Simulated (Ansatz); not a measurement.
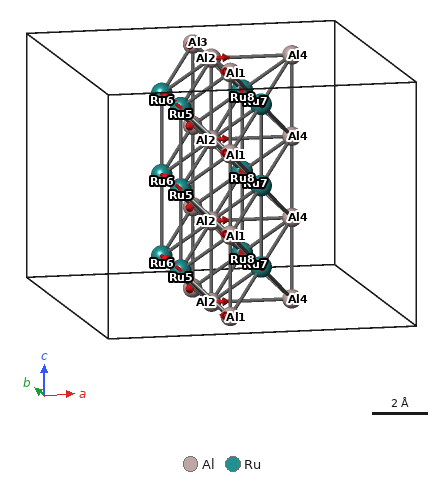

This is a relaxation of a wire of composition AlRu. The starting structure is drawn; red arrows show the displacements (the part carried along by the change of the cell is left out), magnified 5 times.

Style: ball-and-stick. Shown: the 3 repeat of the cell, with the vacuum cut short, slightly off an axis.

Case: wire along [0 0 1], 8 atoms a period.

Computed with DFT PBE, scalar-relativistic, plane waves, PAW (Ansatz 0.2.0). Settings: plane-wave cutoff 420 eV; k-point mesh 1 × 1 × 18; occupations gaussian; smearing width 0.05 eV; no spin polarisation; cell relaxed at fixed a, b, alpha, beta, gamma; force threshold 0.02 eV/Å; at most 45 steps.

**What happened in the run?**

The energy falls by 0.905 eV per cell of the calculation in 6 accepted moves (7 points after the start). The largest force component goes from 1.1 to 0.008 eV/Å. The SCF was repeated once at an unchanged geometry on a basis and grid sized afresh for the cell, which shifted the energy by 3.6 meV per cell of the calculation at most. The largest moves relative to the centre of the atoms, 0.19 Å, are those of Ru5 and Ru6. Largest moves by element: Ru 0.19 Å, Al 0.14 Å. Along the periodic axis the drawn cell goes c 9.012 → 8.297 Å (−7.9 %). Among the contacts that change: Ru5–Ru6 3.004 → 2.616 Å, Ru5–Ru5 3.004 → 2.766 Å, Al1–Al1 3.004 → 2.766 Å, Al2–Al4 3.004 → 2.835 Å.

Limits of the set-up: the k-point mesh is coarse for a cell with partly filled bands.
